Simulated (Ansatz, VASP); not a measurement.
**Cross-check of GaAs (GaAs(110)) between VASP and Ansatz**

Aim: how closely do two programs agree when they are given the same cell, functional and k mesh? The structure shown is the end of the VASP relaxation below.

Method: plane waves, with VASP 6.6.1 beside it; single point at PBE and band structure at PBE, in Ansatz 0.2.0.

## (1) Set-up

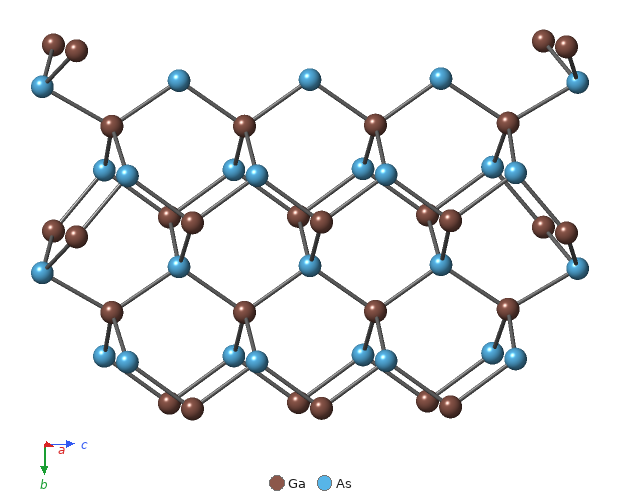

The starting structure, seen from the side, with the c axis across the page (gallium brown, arsenic blue). 1×2×1 cells are drawn. Some periodic images of atoms are drawn too.

The cell holds 18 atoms: 9 Ga and 9 As. Cell: a = 4.073 Å, b = 5.761 Å, c = 32.294 Å, α = 90.0°, β = 90.0°, γ = 90.0°. It derives from GaAs. As first built, before any earlier steps moved the atoms: 9 layers, cut at this functional's lattice. Vacuum lies along c.

## (2) VASP: relaxation, PBE

This run makes the geometry at which the two programs are then compared.

Lines of VASP's logs that name or quote its potential files are left out, and so is its time.

INCAR

```
SYSTEM = GaAs
PREC = Normal
ENCUT = 320
EDIFF = 1E-05
NELM = 120
ISMEAR = 0
SIGMA = 0.03
LREAL = Auto
ALGO = Fast
GGA = PE
NBANDS = 54
LORBIT = 11
LWAVE = .FALSE.
LCHARG = .FALSE.
KPAR = 2
NCORE = 2
IBRION = 2
NSW = 60
ISIF = 2
EDIFFG = -0.03
POTIM = 0.4
MAXMIX = 40
IDIPOL = 3
LDIPOL = .TRUE.
DIPOL = 0.5 0.5 0.5
```

POSCAR

```
GaAs
1.0
    4.0734531811      0.0000000000      0.0000000000
    0.0000000000      5.7607327344      0.0000000000
    0.0000000000      0.0000000000     32.2938127244
Ga As
9 9
Direct
    0.0000000000      0.0000000000      0.2477254700
    0.5000000000      0.5000000000      0.3107941000
    0.0000000000      0.0000000000      0.3738627400
    0.5000000000      0.5000000000      0.4369313700
    0.0000000000      0.0000000000      0.5000000000
    0.5000000000      0.5000000000      0.5630686300
    0.0000000000      0.0000000000      0.6261372600
    0.5000000000      0.5000000000      0.6892059000
    0.0000000000      0.0000000000      0.7522745300
    0.0000000000      0.7500000000      0.3107941000
    0.5000000000      0.2500000000      0.2477254700
    0.0000000000      0.7500000000      0.4369313700
    0.5000000000      0.2500000000      0.3738627400
    0.0000000000      0.7500000000      0.5630686300
    0.5000000000      0.2500000000      0.5000000000
    0.0000000000      0.7500000000      0.6892059000
    0.5000000000      0.2500000000      0.6261372600
    0.5000000000      0.2500000000      0.7522745300
```

KPOINTS

```
Automatic mesh
0
Gamma
6 4 1
0 0 0
```

PAW data sets: Ga and As (PBE family, release 64).

Started as:

```
mpirun -np 4 vasp_std
```

Numbers of over 12 decimals in the logs are rounded to 6 here.

The log of the run:

```text
[banner, memory and clock lines left out]
running    4 mpi-ranks, on    1 nodes
 distrk:  each k-point on    2 cores,    2 groups
 distr:  one band on    2 cores,    1 groups

 POSCAR found type information on POSCAR GaAs
 POSCAR found :  2 types and      18 ions
 LDA part: xc-table for (Slater+PW92), standard interpolation
 POSCAR, INCAR and KPOINTS ok, starting setup
 FFT: planning ... GRIDC
 FFT: planning ... GRID_SOFT
 FFT: planning ... GRID
 WAVECAR not read
 entering main loop
       N       E                     dE             d eps       ncg     rms          rms(c)
DAV:   1     0.301920646214E+03    0.30192E+03   -0.18476E+04  1296   0.686E+02
DAV:   2    -0.365788681400E+02   -0.33850E+03   -0.32652E+03  1728   0.148E+02
DAV:   3    -0.722582416719E+02   -0.35679E+02   -0.35227E+02  1592   0.502E+01
DAV:   4    -0.735823506305E+02   -0.13241E+01   -0.13203E+01  1688   0.109E+01
DAV:   5    -0.736242733742E+02   -0.41923E-01   -0.41905E-01  1648   0.186E+00    0.108E+01
RMM:   6    -0.717852646935E+02    0.18390E+01   -0.21063E+00  1296   0.313E+00    0.615E+00
RMM:   7    -0.715291428897E+02    0.25612E+00   -0.26509E+00  1297   0.346E+00    0.155E+00
RMM:   8    -0.714857968575E+02    0.43346E-01   -0.40932E-01  1297   0.169E+00    0.484E-01
RMM:   9    -0.714686859209E+02    0.17111E-01   -0.28299E-02  1317   0.544E-01    0.200E-01
RMM:  10    -0.714692721568E+02   -0.58624E-03   -0.15242E-02  1344   0.290E-01    0.108E-01
RMM:  11    -0.714700323989E+02   -0.76024E-03   -0.26674E-03  1319   0.144E-01    0.494E-02
RMM:  12    -0.714705297472E+02   -0.49735E-03   -0.99342E-04  1305   0.882E-02    0.469E-02
RMM:  13    -0.714706667771E+02   -0.13703E-03   -0.70814E-04  1310   0.579E-02    0.157E-02
RMM:  14    -0.714709157240E+02   -0.24895E-03   -0.21811E-04  1289   0.314E-02    0.121E-02
RMM:  15    -0.714710269762E+02   -0.11125E-03   -0.42418E-05  1011   0.164E-02    0.658E-03
RMM:  16    -0.714710732485E+02   -0.46272E-04   -0.30314E-05   951   0.116E-02    0.297E-03
RMM:  17    -0.714710978519E+02   -0.24603E-04   -0.10135E-05   890   0.613E-03    0.160E-03
RMM:  18    -0.714711217377E+02   -0.23886E-04   -0.36441E-06   666   0.359E-03    0.964E-04
RMM:  19    -0.714711585581E+02   -0.36820E-04   -0.24469E-06   601   0.319E-03    0.933E-04
RMM:  20    -0.714711706313E+02   -0.12073E-04   -0.44880E-07   466   0.227E-03    0.429E-04
RMM:  21    -0.714711783043E+02   -0.76730E-05   -0.41511E-07   469   0.225E-03
   1 F= -.71471178E+02 E0= -.71471155E+02  d E =-.714712E+02
[... from here on, the cycles between the ionic steps are left out ...]
   2 F= -.71828394E+02 E0= -.71828394E+02  d E =-.357216E+00
   3 F= -.72282073E+02 E0= -.72282073E+02  d E =-.810895E+00
  10 F= -.72847909E+02 E0= -.72847909E+02  d E =-.264472E-01
  11 F= -.72856813E+02 E0= -.72856813E+02  d E =-.890406E-02
  12 F= -.72857429E+02 E0= -.72857429E+02  d E =-.951940E-02
  13 F= -.72860745E+02 E0= -.72860745E+02  d E =-.331631E-02
  14 F= -.72860757E+02 E0= -.72860757E+02  d E =-.332800E-02
  15 F= -.72862847E+02 E0= -.72862847E+02  d E =-.209047E-02
  16 F= -.72863487E+02 E0= -.72863487E+02  d E =-.272985E-02
  17 F= -.72865463E+02 E0= -.72865463E+02  d E =-.197628E-02
  18 F= -.72866575E+02 E0= -.72866575E+02  d E =-.308847E-02
  19 F= -.72867371E+02 E0= -.72867371E+02  d E =-.795958E-03
  20 F= -.72867344E+02 E0= -.72867344E+02  d E =-.768665E-03
 curvature:  -5.31 expect dE=-0.182E-02 dE for cont linesearch -0.189E-05
 trial: gam= 0.18015 g(F)=  0.343E-03 g(S)=  0.000E+00 ort = 0.295E-04 (trialstep = 0.260E+01)
 search vector abs. value=  0.432E-03
 bond charge predicted
       N       E                     dE             d eps       ncg     rms          rms(c)
DAV:   1    -0.728678679761E+02   -0.52195E-03   -0.26110E-02  1350   0.487E-01    0.497E-02
RMM:   2    -0.728678525308E+02    0.15445E-04   -0.17298E-03  1296   0.118E-01    0.298E-02
RMM:   3    -0.728679922299E+02   -0.13970E-03   -0.21445E-04  1297   0.478E-02    0.159E-02
RMM:   4    -0.728680209200E+02   -0.28690E-04   -0.71948E-05  1150   0.237E-02    0.721E-03
RMM:   5    -0.728680231958E+02   -0.22757E-05   -0.10510E-05   878   0.977E-03
  21 F= -.72868023E+02 E0= -.72868023E+02  d E =-.679434E-03
 trial-energy change:   -0.000679  1 .order   -0.000662   -0.000903   -0.000421
 step:   4.8596(harm=  4.8596)  dis= 0.00661  next Energy=   -72.868189 (dE=-0.845E-03)
 reached required accuracy - stopping structural energy minimisation
```

Parts of OUTCAR (step 2):

```text
ion  position               nearest neighbor table
   1  0.000  0.000  0.248-  10 2.49  11 2.49  11 2.49
   2  0.500  0.500  0.311-  11 2.49  10 2.49  10 2.49  13 2.49
   3  0.000  0.000  0.374-  12 2.49  13 2.49  13 2.49  10 2.49
   4  0.500  0.500  0.437-  15 2.49  13 2.49  12 2.49  12 2.49
   5  0.000  0.000  0.500-  12 2.49  14 2.49  15 2.49  15 2.49
   6  0.500  0.500  0.563-  15 2.49  17 2.49  14 2.49  14 2.49
   7  0.000  0.000  0.626-  14 2.49  17 2.49  17 2.49  16 2.49
   8  0.500  0.500  0.689-  18 2.49  16 2.49  16 2.49  17 2.49
   9  0.000  0.000  0.752-  16 2.49  18 2.49  18 2.49
  10  0.000  0.750  0.311-   1 2.49   2 2.49   2 2.49   3 2.49
  11  0.500  0.250  0.248-   2 2.49   1 2.49   1 2.49
  12  0.000  0.750  0.437-   5 2.49   3 2.49   4 2.49   4 2.49
  13  0.500  0.250  0.374-   4 2.49   3 2.49   3 2.49   2 2.49
  14  0.000  0.750  0.563-   5 2.49   7 2.49   6 2.49   6 2.49
  15  0.500  0.250  0.500-   4 2.49   6 2.49   5 2.49   5 2.49
  16  0.000  0.750  0.689-   9 2.49   8 2.49   8 2.49   7 2.49
  17  0.500  0.250  0.626-   6 2.49   7 2.49   7 2.49   8 2.49
  18  0.500  0.250  0.752-   8 2.49   9 2.49   9 2.49

  LATTYP: Found a simple orthorhombic cell.
 ALAT       =     4.0734531811
 B/A-ratio  =     1.4142135624
 C/A-ratio  =     7.9278713388

 Subroutine GETGRP returns: Found  4 space group operations
 (whereof  4 operations were pure point group operations)

The static configuration has the point symmetry C_2v.

 Found     12 irreducible k-points:

   k-points           NKPTS =     12   k-points in BZ     NKDIM =     12   number of bands    NBANDS=     54

   dimension x,y,z NGX =    18 NGY =   28 NGZ =  144
   dimension x,y,z NGXF=    36 NGYF=   56 NGZF=  288

   ENCUT  =  320.0 eV  23.52 Ry    4.85 a.u.   5.94  8.40 47.10*2*pi/ulx,y,z

   NELECT =      72.0000    total number of electrons

 k-points in reciprocal lattice and weights: Automatic mesh
   0.00000000  0.00000000  0.00000000       0.042
   0.16666667  0.00000000  0.00000000       0.083
   0.33333333  0.00000000  0.00000000       0.083
   0.50000000  0.00000000  0.00000000       0.042
   0.00000000  0.25000000  0.00000000       0.083
   0.16666667  0.25000000  0.00000000       0.167
   0.33333333  0.25000000  0.00000000       0.167
   0.50000000  0.25000000  0.00000000       0.083
   0.00000000  0.50000000  0.00000000       0.042
   0.16666667  0.50000000  0.00000000       0.083
   0.33333333  0.50000000  0.00000000       0.083
   0.50000000  0.50000000  0.00000000       0.042

 dipolmoment           0.000000      0.000000      0.000000 electrons x Angstroem

 average (electrostatic) potential at core
       1 -18.3725       2 -18.1476       3 -18.1552       4 -18.1550       5 -18.1533
       6 -18.1550       7 -18.1552       8 -18.1476       9 -18.3725      10 -55.0147
      11 -54.6939      12 -54.9821      13 -54.9566      14 -54.9821      15 -54.9750
      16 -55.0147      17 -54.9566      18 -54.6939

 E-fermi :  -0.6375

 k-point     1 :       0.0000    0.0000    0.0000
  band No.  band energies     occupation
    ...
     32      -1.1360      2.00000
     33      -1.1330      2.00000
     34      -1.0389      2.00000
     35      -0.9158      2.00000
     36      -0.8133      2.00000
     37      -0.1551      0.00000
     38       0.6218      0.00000
     39       0.7749      0.00000
     40       0.8609      0.00000
     41       0.8916      0.00000
    ...

 k-point     2 :       0.1667    0.0000    0.0000
  band No.  band energies     occupation
    ...
     32      -1.9753      2.00000
     33      -1.7186      2.00000
     34      -1.6543      2.00000
     35      -1.4065      2.00000
     36      -1.1872      2.00000
     37       0.8642      0.00000
     38       1.1698      0.00000
     39       1.2161      0.00000
     40       1.7082      0.00000
     41       1.7262      0.00000
    ...

 k-point     3 :       0.3333    0.0000    0.0000
  band No.  band energies     occupation
    ...
     32      -2.5101      2.00000
     33      -2.3447      2.00000
     34      -2.0974      2.00000
     35      -1.8154      2.00000
     36      -1.4694      2.00000
     37       0.5096      0.00000
     38       0.6553      0.00000
     39       1.0410      0.00000
     40       1.3248      0.00000
     41       1.4171      0.00000
    ...

  Total       -2.0151676     -0.9848668     -0.4145555      0.0000000      0.0000000      0.0000000
  in kB       -4.2605138     -2.0822282     -0.8764628      0.0000000      0.0000000      0.0000000
  external PRESSURE =      -2.4064016 kB  Pullay stress =       0.0000000 kB

  energy-cutoff  :      320.00
  volume of cell :      757.81
      direct lattice vectors                 reciprocal lattice vectors
     4.073453181  0.000000000  0.000000000     0.245491959  0.000000000  0.000000000
     0.000000000  5.760732734  0.000000000     0.000000000  0.173589029  0.000000000
     0.000000000  0.000000000 32.293812724     0.000000000  0.000000000  0.030965684

 POSITION                                       TOTAL-FORCE (eV/Angst)
 -----------------------------------------------------------------------------------
      0.00000      0.34842      8.45337         0.000000     -0.010285     -0.009034
      2.03673      2.78727      9.92471         0.000000      0.011100      0.025952
      0.00000      5.70200     12.09397         0.000000      0.003712     -0.007263
      2.03673      2.81769     14.09046        -0.000000     -0.002541     -0.003992
      0.00000      5.71401     16.14691         0.000000     -0.005201      0.000000
      2.03673      2.81769     18.20335        -0.000000     -0.002541      0.003992
      4.07345      5.70200     20.19985         0.000000      0.003712      0.007263
      2.03673      2.78727     22.36911         0.000000      0.011100     -0.025952
      0.00000      0.34842     23.84044         0.000000     -0.010285      0.009034
      0.00000      4.23577     10.05148         0.000000      0.008296     -0.009009
      2.03673      1.54574      7.74066         0.000000      0.002396      0.018845
      0.00000      4.25991     14.11974        -0.000000     -0.001973     -0.009566
      2.03673      1.39313     12.03331         0.000000      0.000607      0.010512
      0.00000      4.25991     18.17407         0.000000     -0.001973      0.009566
      2.03673      1.39290     16.14691         0.000000     -0.017423      0.000000
      0.00000      4.23577     22.24233         0.000000      0.008296      0.009009
      2.03673      1.39313     20.26050         0.000000      0.000607     -0.010512
      2.03673      1.54574     24.55315         0.000000      0.002396     -0.018845
 -----------------------------------------------------------------------------------
    total drift:                                0.000000      0.026178     -0.000003

  FREE ENERGIE OF THE ION-ELECTRON SYSTEM (eV)
  ---------------------------------------------------
  free  energy   TOTEN  =       -72.8680231958 eV

  energy  without entropy=      -72.8680231958  energy(sigma->0) =      -72.86802320

 reached required accuracy - stopping structural energy minimisation

 vacuum level on the upper side and lower side of the slab         3.809         3.809

 total charge
# of ion       s       p       d       tot
------------------------------------------
    1        1.153   0.965   0.095   2.213
    2        1.082   1.096   0.121   2.299
    3        1.085   1.113   0.121   2.319
    4        1.085   1.113   0.121   2.319
    5        1.085   1.121   0.123   2.328
    6        1.085   1.113   0.121   2.319
    7        1.085   1.113   0.121   2.319
    8        1.082   1.096   0.121   2.299
    9        1.153   0.965   0.095   2.213
   10        1.219   1.556   0.025   2.801
   11        1.265   1.462   0.022   2.749
   12        1.216   1.561   0.025   2.803
   13        1.218   1.550   0.025   2.793
   14        1.216   1.561   0.025   2.803
   15        1.217   1.559   0.025   2.800
   16        1.219   1.556   0.025   2.801
   17        1.218   1.550   0.025   2.793
   18        1.265   1.462   0.022   2.749
--------------------------------------------------
tot         20.950  23.512   1.258  45.720

[... 3 further parts left out ...]
```

CONTCAR:

```
GaAs
   1.00000000000000
     4.0734531810999997    0.0000000000000000    0.0000000000000000
     0.0000000000000000    5.7607327344000003    0.0000000000000000
     0.0000000000000000    0.0000000000000000   32.2938127243999986
  Ga              As
     9     9
Direct
     0.0000000000000000    0.0604814192809933    0.2617643335446496
     0.5000000000000000    0.4838390366139438    0.3073252879278177
     0.0000000000000000    0.9898048892086939    0.3744979290574021
     0.5000000000000000    0.4891205541172762    0.4363208566214899
     0.0000000000000000    0.9918894168890372    0.5000000000000000
     0.5000000000000000    0.4891205541172762    0.5636791433785099
     1.0000000000000000    0.9898048892086939    0.6255020709425979
     0.5000000000000000    0.4838390366139438    0.6926747120721826
     0.0000000000000000    0.0604814192809933    0.7382356664553505
     0.0000000000000000    0.7352834158206887    0.3112509978466584
     0.5000000000000000    0.2683243636399018    0.2396948667878128
     0.0000000000000000    0.7394736163727342    0.4372275436890529
     0.5000000000000000    0.2418322985986652    0.3726198175037577
     0.0000000000000000    0.7394736163727342    0.5627724563109471
     0.5000000000000000    0.2417913958051686    0.5000000000000000
     0.0000000000000000    0.7352834158206887    0.6887490021533414
     0.5000000000000000    0.2418322985986652    0.6273801824962424
     0.5000000000000000    0.2683243636399018    0.7603051332121872
```

[end of part 1 of 3]

[Lines on the potential files, build, host, timing and source positions are cut from VASP's logs without a mark.]

[Logs are printed without paths, hosts, clocks, repeated set-up lines and the standing remarks that a program may print on its own settings, such as how far it seeks lower states.]

[Hosts, paths, dates, database ids (printed as entryN), source tags and the programs' standing remarks are cut or masked in the printed files.]
